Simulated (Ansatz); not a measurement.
## Energy of Re along a strain of the cell

System: Re (I4/mmm, 1 atom in the cell).
Method: DFT PBEsol, scalar-relativistic, plane waves, PAW, no spin polarisation (Ansatz 0.2.0).

The 5 runs differ only in the geometry, by a strain of the cell at fixed fractional positions. Against run 3, the strain is εxx = η and εyy = η. The structure derives from an entry of the Crystallography Open Database.

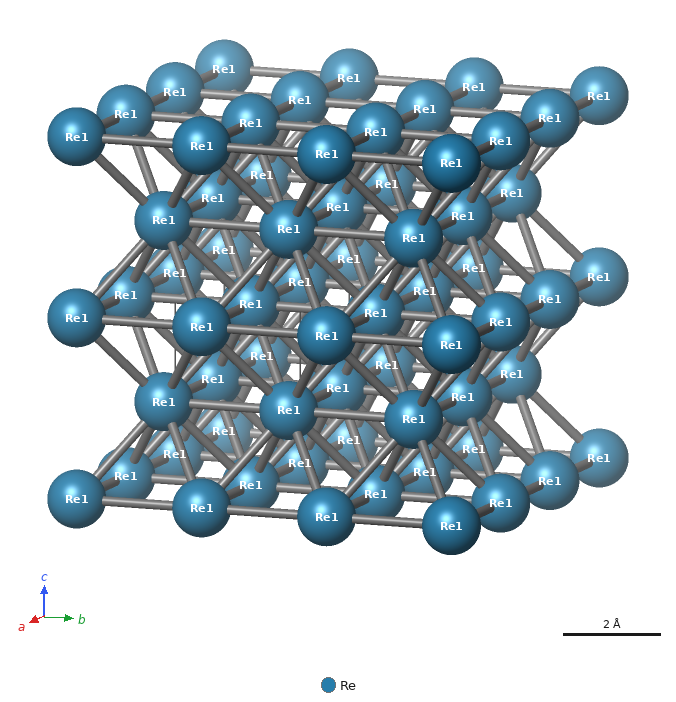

Figure 1. The structure of run 3 (ball-and-stick view of the cell 2 times as large as that of the calculation, set on its symmetry axes, repeated 3 × 3 × 2, seen slightly off an axis; atoms are numbered from 1 in the order of the input). An atom can appear more than once, as a periodic image.

## Input of run 3
```yaml
crystal:
  lattice:
    - [0.0, 1.975, 1.91575]
    - [1.975, 0.0, 1.91575]
    - [1.975, 1.975, 0.0]
  atoms:
    - { symbol: Re, position: [0.0, 0.0, 0.0] }
basis:
  ecutwfc: 420
kpoints:
  mp_grid: { grid: [20, 20, 20] }
hamiltonian:
  xc: pbesol
scf:
  occupations: { method: gaussian, width: 0.15 }
output:
  forces: true
  stress: true
  eigenvalues: true
```

Command:
```bash
ansatz run input.yaml --threads 1 --pin off --max-ram 2560MiB --backend cpu --events-out ev --progress --plain --runs-dir out
```

Run 4 differs from it as follows:
```diff
-    - [0.0, 1.975, 1.91575]
-    - [1.975, 0.0, 1.91575]
-    - [1.975, 1.975, 0.0]
+    - [0.0, 2.004625, 1.91575]
+    - [2.004625, 0.0, 1.91575]
+    - [2.004625, 2.004625, 0.0]
```

## Results, with one run withheld

| run | strain parameter η (%) | free energy per atom, from the lowest run given (meV) | pressure (GPa) |
| --- | --- | --- | --- |
| 1 | −3.0000 | 22.89 | 15.93 |
| 2 | −1.5000 | 0.00 | 2.81 |
| 3 | 0.0000 | 14.43 | −8.44 |
| 4 | 1.5000 | ? | ? |
| 5 | 3.0000 | 136.68 | −26.22 |

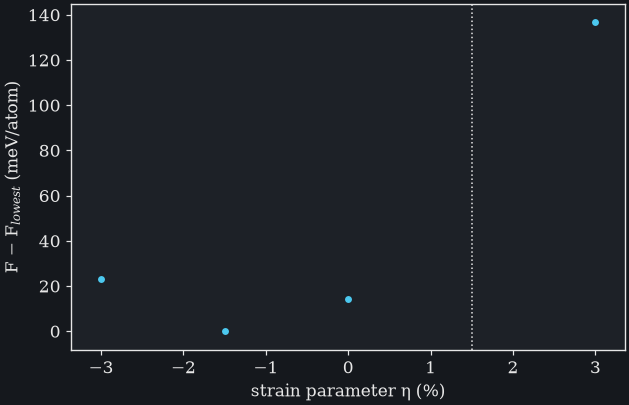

Figure 2. Free energy per atom of the runs given; the dotted line marks run 4.

Estimate the energy of run 4 from the others.

A quadratic polynomial in the coordinate, fitted to the 4 runs given, misses them by at most 1.35 meV per atom. With x = η + 0.3750, it reads F = 7.2974 + 13.561 x + 7.3555 x² (meV per atom). At run 4 it gives 58.58 meV per atom, and the run itself gives 61.47. The fit has its minimum at η = −1.2968 %. The fit misses that run by 2.89 meV per atom.

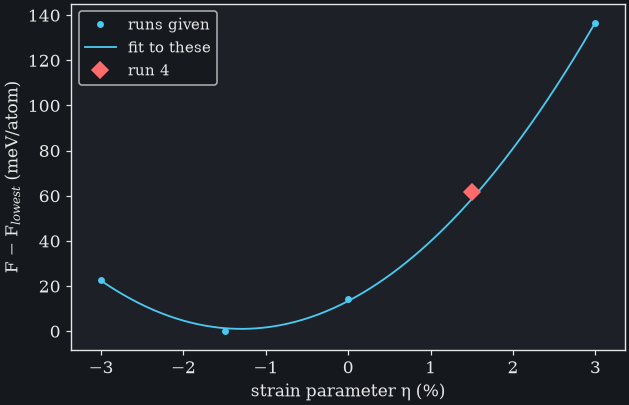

Figure 3. The fit and the withheld run.

## Output, shortened to warnings, some set-up lines, iterations and results (run 4)
```
Basis set: ecut = 420 eV, 315 PW (Γ), exchange–correlation on 40×40×40 points (8 copies of the dense FFT grid, shifted against one another)
Symmetry: 16 space group operations
k-points: 641 of 8000
Initial density: superposition of atomic densities (neutral atoms: chi_scale 0, normalization atom), corrected by the library's trained network
[...]
SCF iter   1: F=—  HF=-10737.120798 eV  |F-HF|=—  |Δ(HF+E_count)|=         —  Δρ=6.52e-3  dr2=1.50e-3  ethr=1.77e-3  ⟨swp⟩=5.0  Hψ=38913  notcnv=0
SCF iter   2: F=—  HF=-10737.121239 eV  |F-HF|=—  |Δ(HF+E_count)|=   4.42e-4  Δρ=3.23e-3  dr2=3.59e-4  ethr=1.00e-5  ⟨swp⟩=1.7  Hψ=14102  notcnv=0
SCF iter   3: F=—  HF=-10737.121373 eV  |F-HF|=—  |Δ(HF+E_count)|=   1.33e-4  Δρ=2.23e-4  dr2=3.27e-6  ethr=2.39e-6  ⟨swp⟩=1.0  Hψ=7619  notcnv=0
SCF iter   4: F=—  HF=-10737.121370 eV  |F-HF|=—  |Δ(HF+E_count)|=   2.55e-6  Δρ=6.81e-5  dr2=2.33e-7  ethr=2.18e-8  ⟨swp⟩=2.3  Hψ=12391  notcnv=0
SCF iter   5: F=-10737.121370 eV  HF=-10737.121370 eV  |F-HF|=1.65e-8  |Δ(HF+E_count)|=   2.92e-8  Δρ=1.88e-5  dr2=2.57e-8  ethr=1.55e-9  ⟨swp⟩=1.6  Hψ=9036  notcnv=0
SCF iter   6: F=-10737.121370 eV  HF=-10737.121370 eV  |F-HF|=1.42e-10  |Δ(HF+E_count)|=   8.17e-9  Δρ=2.00e-6  dr2=2.03e-10  ethr=1.71e-10  ⟨swp⟩=2.7  Hψ=28294  notcnv=0
SCF 1 converged in 6 iterations: F = -10737.121370 eV  dr2 = 2.03e-10
SCF converged after 6 iterations
Free energy (F): -10737.121370 eV
Harris-Foulkes:  -10737.121370 eV  (|F-HF|=1.42e-10)
Internal energy: -10737.111171 eV  (E = F + TS)
E sigma→0 (E₀):  -10737.116270 eV
Entropy (-TS):   -0.010199 eV (-10.199 meV/atom)
Fermi energy:    22.847111 eV
--- Per-component energies (eV) ---
  E_band       = -91.579170
  E_kinetic    = 538.659974
  E_local      = -797.222164  (includes V_loc(G=0)·N_el)
  E_nonlocal   = 50.911818
  E_hartree    = 282.132568
  E_xc         = -400.351161
  E_vxc        = -302.892916  (∫ρ·V_xc dr)
  E_paw        = -8530.764531  (= ΣΔE_a)
  E_vpaw       = -145.300609  (= ΣTr[D̂ρ^β])
  E_aug_tail   = -0.000072  (compensation charges beyond the density's cutoff)
  E_ewald      = -1880.710863
  E_core_change = 0.233262  (= ΣΔE_core)
  E_smearing   = -0.010199  (= −TS)
  E_closure    = 0.000000  (closes the sum)
  Σ components = -10737.121370   (vs F -10737.121370, Δ=0.00e0)
--- Forces (eV/Å), atoms counted from 1 ---
  atom   1  Re    -0.00000000     0.00000000     0.00000000
  max |Σ_I F_I| component: 1.97e-31 eV/Å
--- Stress (GPa, compression-positive) ---
      -21.768534       0.000000       0.000000
        0.000000     -21.768534       0.000000
        0.000000       0.000000     -10.642413
  P = ⅓ Tr σ = -18.0598 GPa (-180.598 kbar)
```

Notes: Spin–orbit coupling is left out, which matters for Re.
